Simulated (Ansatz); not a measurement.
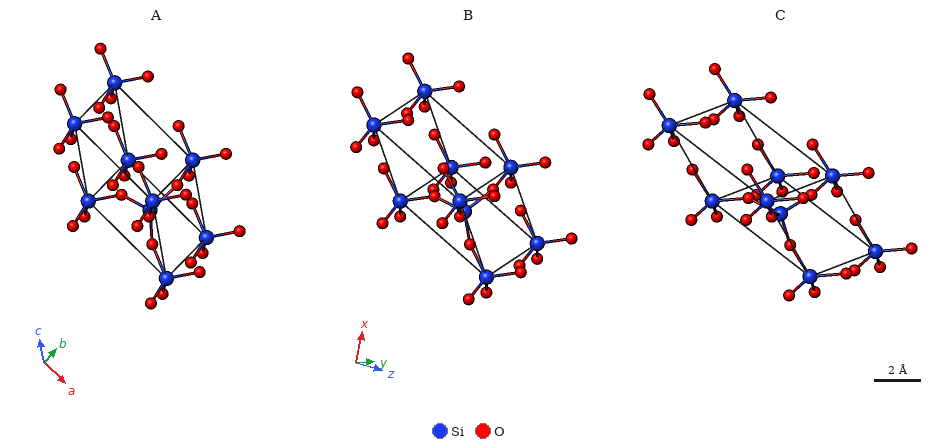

Solid SiO2 (I-42d): the ratio of the cell's length along z to its lengths across, counted as 1 for the reference, is changed at fixed volume (a c/a path), with the atoms kept at their fractional coordinates. x, y and z are the Cartesian axes of the input. The picture is a ball-and-stick view of the cell of the calculation, seen slightly off an axis.

Method: Ansatz, DFT PBE, scalar-relativistic, plane waves, PAW. (plane-wave cutoff 420 eV; k-point mesh 8 × 8 × 8; occupations gaussian; smearing width 0.05 eV; no spin polarisation). Energies (free energies at the smearing named) are counted from the relaxed crystal.

Q: Rank the frames from lowest to highest energy.

A: Lowest first: B (the relative ratio 1.00, 0.0 meV/atom), A (the relative ratio 0.80, 73.6 meV/atom), C (the relative ratio 1.30, 167.6 meV/atom). Over the whole scan: of the computed points the lowest is at the relative ratio 1.00, 0.0 meV/atom. At the ends of the scan the energy is 73.6 meV/atom (0.80) and 167.6 meV/atom (1.30). The distortion keeps the space group I-42d. At the relative ratio 1.30 the cell of the drawing goes a 5.123 → 5.470 Å, b 5.123 → 5.470 Å, c 5.123 → 5.470 Å, α 121.2° → 130.2°, β 121.2° → 130.2°, γ 87.9° → 73.1°.
